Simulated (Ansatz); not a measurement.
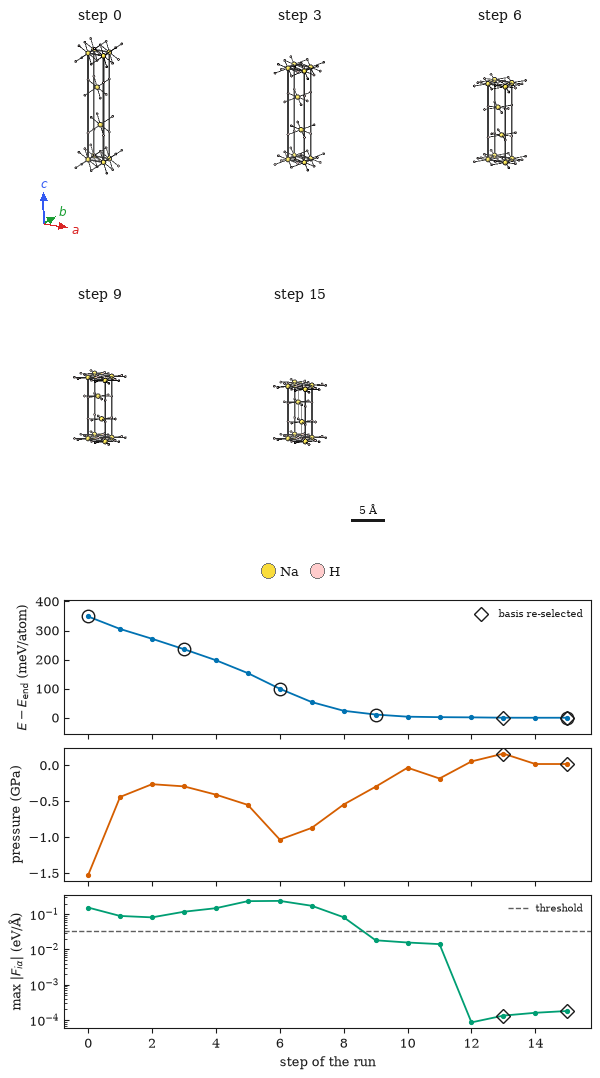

Frames of a relaxation of solid NaH₂ (set up in R-3m) (coarse preliminary run), marked on the history of the run. Style: ball-and-stick. Shown: the conventional cell (3 times the calculation's cell), slightly off an axis. Lengths and directions refer to the drawn axes.

Case: 1 of 2 Na taken out, relaxed.

Theory: DFT PBE, scalar-relativistic, plane waves, PAW (Ansatz). Settings: plane-wave cutoff 420 eV; k-point mesh 6 × 6 × 6; occupations gaussian; smearing width 0.1 eV; no spin polarisation; cell and atoms relaxed; force threshold 0.0325 eV/Å; at most 70 steps.

> Describe the path.

The largest moves relative to the cell, 0.61 Å, are those of H atoms. Na stays in place. The drawn cell changes as follows: a = b 3.417 → 3.826 Å (+12.0 %), c 16.739 → 8.217 Å (−50.9 %); the volume changes by −38.4 %. Near-neighbour distances that change, for instance: H–Na 4.185 → 2.661 Å, H–Na 2.416 → 2.210 Å. Among the angles between lasting bonds that change: Na–H–Na 90.0° → 119.9°, H–Na–H 90.0° → 119.9°, H–Na–H 90.0° → 60.1°. The space group stays R-3m (No. 166). Over 13 accepted moves (15 points after the start) the energy falls by 348 meV per atom. The largest force component goes from 0.15 to 0.00018 eV/Å. The pressure goes from −1.53 to 0.02 GPa. At 2 points the geometry stayed and the basis and grid were re-selected for the new cell (energy shift of 1.2 meV per atom at most each time). From step 0 to 3: H atoms move most (0.33 Å), volume −3.7 %, energy −113 meV per atom. From step 3 to 6: H atoms move most (0.26 Å), volume −7.6 %, energy −136 meV per atom. From step 6 to 9: H atoms move most (0.29 Å), volume −20.5 %, energy −88.7 meV per atom. From step 9 to 15: volume −13.0 %, energy −11.0 meV per atom.
